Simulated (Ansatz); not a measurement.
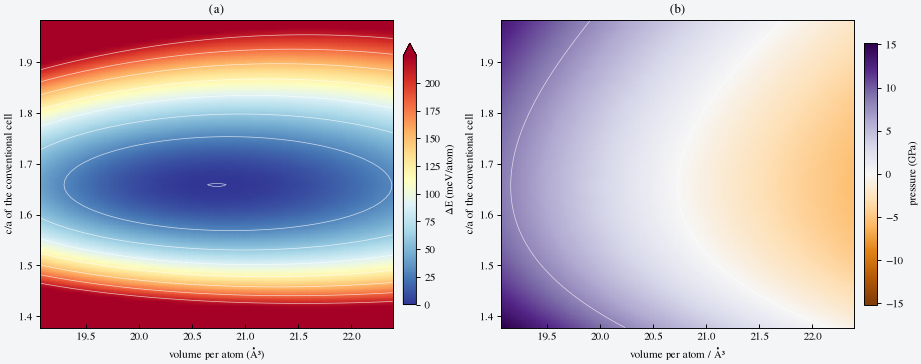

SiGe (P6_3mc, No. 186; 4 atoms in the cell). 
- The energy is mapped over volume and the cell's shape.
- The first coordinate is: volume per atom; the second: c/a of the conventional cell.
- Nothing is relaxed (fractional coordinates fixed).
- The grid has 5 × 5 points.
- Points are written as (first, second).
- Energies are in meV/atom, from the lowest grid point.
- The band gap closes in part of the range.
- Level of theory: Ansatz, DFT LDA, scalar-relativistic, plane waves, PAW. Settings: cutoff 420 eV, k-mesh 12×12×6 in the order of the run's cell vectors, gaussian smearing 0.03 eV, no spin polarisation.

Panel (a) is the energy; panel (b) is the computed pressure, in GPa.

In the figure: a smooth colour map with a few white contour lines, one colour for all values above the top of the scale. Between grid points the surface is interpolated.

Q: How does the pressure vary over the map, and what is it at the lowest grid point?

A: It runs from −5.5 GPa at (22.39 Å³, 1.653) to 15.1 GPa at (19.07 Å³, 1.378). At the lowest grid point, (20.73 Å³, 1.653), it is 0.0 GPa. The pressure is minus the slope of the energy with volume, so it vanishes at the true minimum, which need not be a grid point.

| c/a of the conventional cell ↓, volume per atom → | 19.07 | 19.90 | 20.73 | 21.56 | 22.39 |
| --- | --- | --- | --- | --- | --- |
| 1.982 | 13.1 | 8.1 | 3.9 | 0.6 | −2.1 |
| 1.810 | 9.8 | 5.0 | 1.1 | −2.1 | −4.5 |
| 1.653 | 8.6 | 3.8 | 0.0 | −3.0 | −5.5 |
| 1.509 | 10.1 | 5.3 | 1.3 | −1.8 | −4.3 |
| 1.378 | 15.1 | 9.9 | 5.5 | 2.0 | −0.8 |

PAW datasets: the set soft_1.
